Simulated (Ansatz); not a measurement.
Hf₁₇O₃₂ (cell with a defect)

Input file:

```
crystal:
  lattice:
    - [4.8301248097, -4.8301248097, -6.4194328281]
    - [4.8301248097, 4.8301248097, 6.4194328281]
    - [-4.8301248097, -4.8301248097, 6.4194328281]
  atoms:
    - { symbol: Hf, position: [0.0, 0.5, 0.5] }
    - { symbol: Hf, position: [0.0, 0.75, 0.75] }
    - { symbol: Hf, position: [0.5, 0.5, 1.0] }
    - { symbol: Hf, position: [0.5, 0.75, 0.25] }
    - { symbol: Hf, position: [0.5, 0.0, 0.5] }
    - { symbol: Hf, position: [0.5, 0.25, 0.75] }
    - { symbol: Hf, position: [0.0, 0.0, 1.0] }
    - { symbol: Hf, position: [0.0, 0.25, 0.25] }
    - { symbol: Hf, position: [0.5, 0.375, 0.375] }
    - { symbol: Hf, position: [0.5, 0.625, 0.625] }
    - { symbol: Hf, position: [0.0, 0.375, 0.875] }
    - { symbol: Hf, position: [0.0, 0.625, 0.125] }
    - { symbol: Hf, position: [0.0, 0.875, 0.375] }
    - { symbol: Hf, position: [0.0, 0.125, 0.625] }
    - { symbol: Hf, position: [0.5, 0.875, 0.875] }
    - { symbol: Hf, position: [0.5, 0.125, 0.125] }
    - { symbol: O, position: [0.1949699023, 0.2224849512, 0.2224849512] }
    - { symbol: O, position: [0.1949699023, 0.4724849512, 0.4724849512] }
    - { symbol: O, position: [0.6949699023, 0.2224849512, 0.7224849512] }
    - { symbol: O, position: [0.6949699023, 0.4724849512, 0.9724849512] }
    - { symbol: O, position: [0.6949699023, 0.7224849512, 0.2224849512] }
    - { symbol: O, position: [0.6949699023, 0.9724849512, 0.4724849512] }
    - { symbol: O, position: [0.1949699023, 0.7224849512, 0.7224849512] }
    - { symbol: O, position: [0.1949699023, 0.9724849512, 0.9724849512] }
    - { symbol: O, position: [0.5, 0.1525150488, 0.3474849512] }
    - { symbol: O, position: [0.5, 0.4025150488, 0.5974849512] }
    - { symbol: O, position: [0.0, 0.1525150488, 0.8474849512] }
    - { symbol: O, position: [0.0, 0.4025150488, 0.0974849512] }
    - { symbol: O, position: [0.0, 0.6525150488, 0.3474849512] }
    - { symbol: O, position: [0.0, 0.9025150488, 0.5974849512] }
    - { symbol: O, position: [0.5, 0.6525150488, 0.8474849512] }
    - { symbol: O, position: [0.5, 0.9025150488, 0.0974849512] }
    - { symbol: O, position: [0.5, 0.3474849512, 0.1525150488] }
    - { symbol: O, position: [0.5, 0.5974849512, 0.4025150488] }
    - { symbol: O, position: [0.0, 0.3474849512, 0.6525150488] }
    - { symbol: O, position: [0.0, 0.5974849512, 0.9025150488] }
    - { symbol: O, position: [0.0, 0.8474849512, 0.1525150488] }
    - { symbol: O, position: [0.0, 0.0974849512, 0.4025150488] }
    - { symbol: O, position: [0.5, 0.8474849512, 0.6525150488] }
    - { symbol: O, position: [0.5, 0.0974849512, 0.9025150488] }
    - { symbol: O, position: [0.8050300977, 0.5275150488, 0.5275150488] }
    - { symbol: O, position: [0.8050300977, 0.7775150488, 0.7775150488] }
    - { symbol: O, position: [0.3050300977, 0.5275150488, 0.0275150488] }
    - { symbol: O, position: [0.3050300977, 0.7775150488, 0.2775150488] }
    - { symbol: O, position: [0.3050300977, 0.0275150488, 0.5275150488] }
    - { symbol: O, position: [0.3050300977, 0.2775150488, 0.7775150488] }
    - { symbol: O, position: [0.8050300977, 0.0275150488, 0.0275150488] }
    - { symbol: O, position: [0.8050300977, 0.2775150488, 0.2775150488] }
    - { symbol: Hf, position: [0.725, 0.040625, 0.715625] }
  host:
    lattice:
      - [4.8301248097, 0.0, 0.0]
      - [0.0, 4.8301248097, 0.0]
      - [0.0, 0.0, 3.209716414]
    atoms:
      - { symbol: Hf, position: [0.0, 0.0, 0.0] }
      - { symbol: Hf, position: [0.5, 0.5, 0.5] }
      - { symbol: O, position: [0.1949699023, 0.8050300977, 0.5] }
      - { symbol: O, position: [0.3050300977, 0.3050300977, 0.0] }
      - { symbol: O, position: [0.6949699023, 0.6949699023, 0.0] }
      - { symbol: O, position: [0.8050300977, 0.1949699023, 0.5] }
basis:
  ecutwfc: 420
  xc_grid: 2
kpoints:
  mp_grid: { grid: [2, 2, 2], shift: [0.5, 0.5, 0.5] }
hamiltonian:
  xc: pbesol
scf:
  occupations: { method: gaussian, width: 0.01 }
output:
  forces: true
  stress: false
  eigenvalues: true
  charged_corrections:
    defect_position: [0.725, 0.040625, 0.715625]
    epsilon: [[27.3137, 0.0, 0.0], [0.0, 27.3137, 0.0], [0.0, 0.0, 31.2391]]
  write_density: true
  write_potential: true
  elf: true
  volumetric_format: npy
relax:
  adjacent_minimum: "off"
  f_tol: 0.025
  max_steps: 45
```

Run with:

```sh
ansatz run input.yaml --threads 4 --pin off --max-ram 10240MiB --backend cpu --events-out ev --progress --plain --runs-dir out
```

The fields are those of the relaxed geometry.

These are results of DFT PBEsol, scalar-relativistic, plane waves, PAW (Ansatz), not measurements.

Core electrons are frozen (PAW), and the valence fields are smoothed inside the atomic spheres.

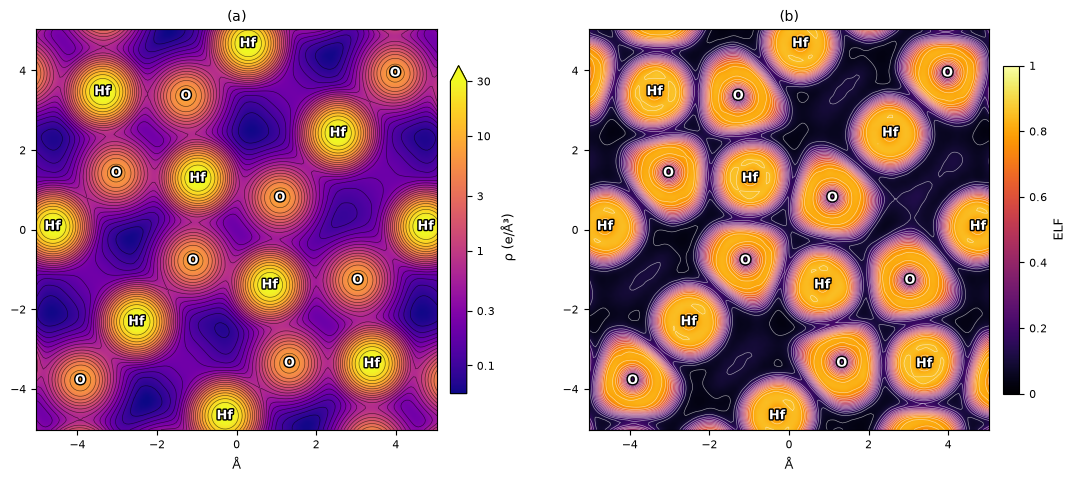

Figure 1. (a) valence charge density (pseudo); (b) ELF on the (011̄) plane of the calculation cell.

Question: What do the fields say about this system?

Answer: Atoms in the plane: Hf and O.
Hf–O (2.03 Å): ρ is about 0.9 e/Å³ halfway; the ELF peaks at about 0.80 in the valence shell of O, 0.6 Å from its nucleus, and drops to about 0.20 between the two atoms (no shared electron pair shows on this line).
Hf–O (2.10 Å): ρ is about 0.75 e/Å³ halfway; the ELF peaks at about 0.85 in the valence shell of O, 0.6 Å from its nucleus, and drops to about 0.20 between the two atoms: no localised pair shows between them.
Hf–O (2.13 Å): ρ at the midpoint is about 0.69 e/Å³; the ELF peaks at about 0.85 in the valence shell of O, 0.6 Å from its nucleus, and drops to about 0.15 between the two atoms (no shared electron pair shows on this line).
Hf–O (2.19 Å): ρ is about 0.56 e/Å³ halfway; the ELF peaks at about 0.80 in the valence shell of O, 0.6 Å from its nucleus, and drops to about 0.15 between the two atoms: no shared electron pair shows on this line.
Hf–O (2.21 Å): the density is about 0.55 e/Å³ at the midpoint; the ELF peaks at about 0.80 in the valence shell of O, 0.6 Å from its nucleus, and drops to about 0.15 between the two atoms (no localised pair shows between them).
Between the atoms the lowest density in this plane is 0.06 e/Å³.
The features right at Hf lie inside the PAW spheres, where the map follows smoothed inner orbitals and isn't to be read closely.

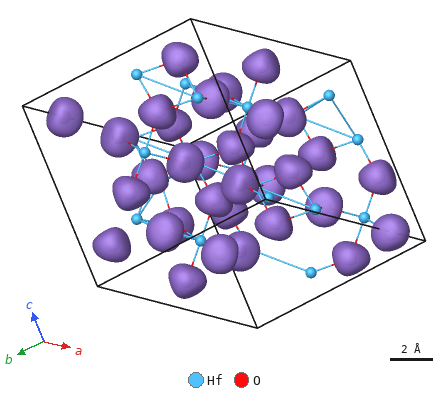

Figure 2. Isosurface of the electron localisation function at 0.65 (purple), seen at an oblique angle. Core shells and regions of very low density are left out. Sticks mark near contacts.

Question: Describe the localisation domains.

Answer: At this value the surface marks out 32 regions wrapped around O (the valence shell of each), counted in one cell of 49 atoms. Regions shared between cells count once.


 Hf–Hf (2.77 Å): the ELF is about 0.30 at the midpoint (no localised pair shows between them).

Question: Metal or insulator at this level of theory?

Answer: It is gapped, with a Kohn–Sham gap of 0.59 eV on the k-point mesh, an upper bound to the gap of this method.
